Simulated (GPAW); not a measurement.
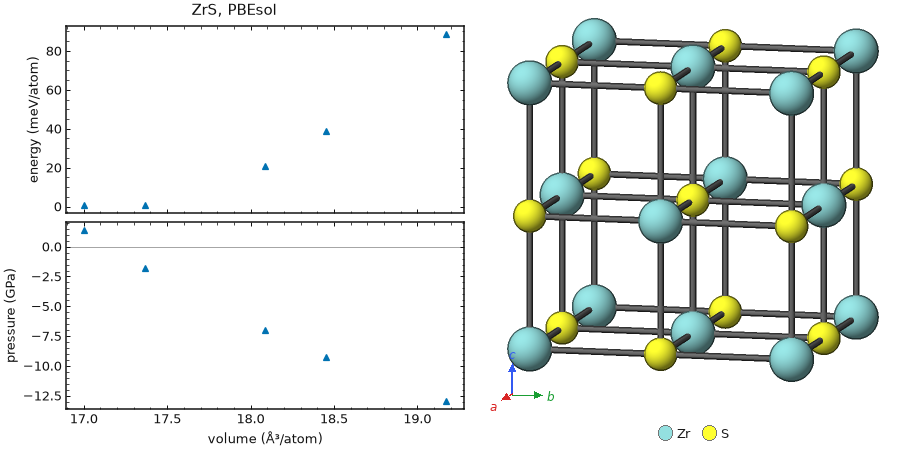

The figure shows the energy and pressure against volume for ZrS, space group Fm-3m (No. 225). The conventional cell is drawn beside the plot.

Starting cell:
```cif
data_structure
_symmetry_space_group_name_H-M 'P 1'
_symmetry_Int_Tables_number 1
_cell_length_a 3.7123
_cell_length_b 3.7123
_cell_length_c 3.7123
_cell_angle_alpha 60.000
_cell_angle_beta 60.000
_cell_angle_gamma 60.000
_cell_volume 36.18
loop_
_atom_site_label
_atom_site_type_symbol
_atom_site_fract_x
_atom_site_fract_y
_atom_site_fract_z
_atom_site_occupancy
Zr1 Zr 0.00000 0.00000 0.00000 1
S1 S 0.50000 0.50000 0.50000 1
```

Computed with GPAW 26.7.0: PAW DFT in plane waves, on a grid or in atomic orbitals, no spin polarisation; energies at scaled volumes of the given cell, shape and fractions fixed, counted from the fit's minimum, third-order Birch-Murnaghan fit. Level: PBEsol.

```tsv
setting	value
k mesh	9×9×9
occupations	Fermi–Dirac
smearing width	0.05 eV
potentials	PAW data sets made by gpaw setup for the functional
wave cutoff	600 eV
program settings	basis pw
```

The points at volume 17.73 Å³/atom and 18.81 Å³/atom are left out of the plot. What values does the calculation give there?

```csv
volume (Å³/atom),energy (meV/atom),pressure (GPa)
17.73,7.81,-4.54
18.81,61.49,-11.19
```
